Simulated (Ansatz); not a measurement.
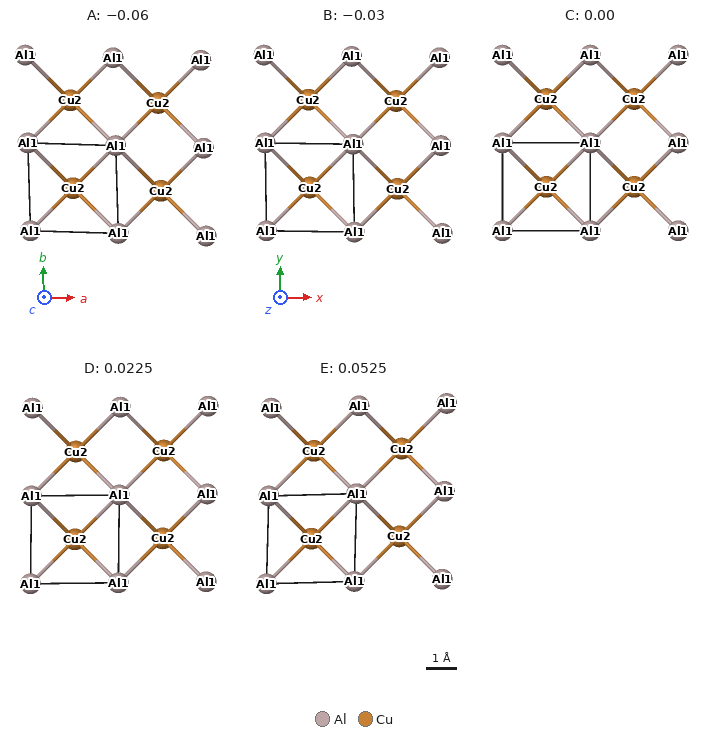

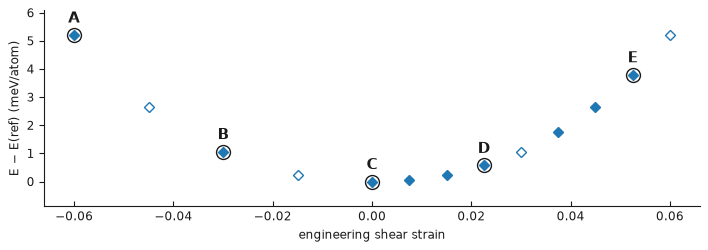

A scan of crystalline AlCu (Pm-3m): the cell is strained in shear in the xy plane, with the atoms kept at their fractional coordinates. x, y and z are the Cartesian axes of the input. The lettered frames are marked on the plot. Hollow markers are points alike by symmetry, not computed again. Style: ball-and-stick. Shown: the cell of the calculation, repeated 2 × 2 × 2 with one cell outlined, along the c axis.

Level of theory: DFT PBEsol, scalar-relativistic, plane waves, PAW (Ansatz 0.2.0). (plane-wave cutoff 420 eV; k-point mesh 16 × 16 × 16; occupations gaussian; smearing width 0.15 eV; no spin polarisation). Energies (free energies at the smearing named) are counted from the cell as listed in its source, which wasn't relaxed.

Read off the main features of the energy profile.

The lowest computed point lies at the strain 0.00 (0.00 meV/atom). The end points stand at 5.21 meV/atom (−0.06) and 5.21 meV/atom (0.06). The unrelaxed reference is under a pressure of −4.8 GPa. The distortion takes the space group from Pm-3m to Cmmm. At the strain −0.06 the cell of the drawing goes a 2.998 → 2.999 Å, b 2.998 → 2.999 Å, γ 90.0° → 93.4°.
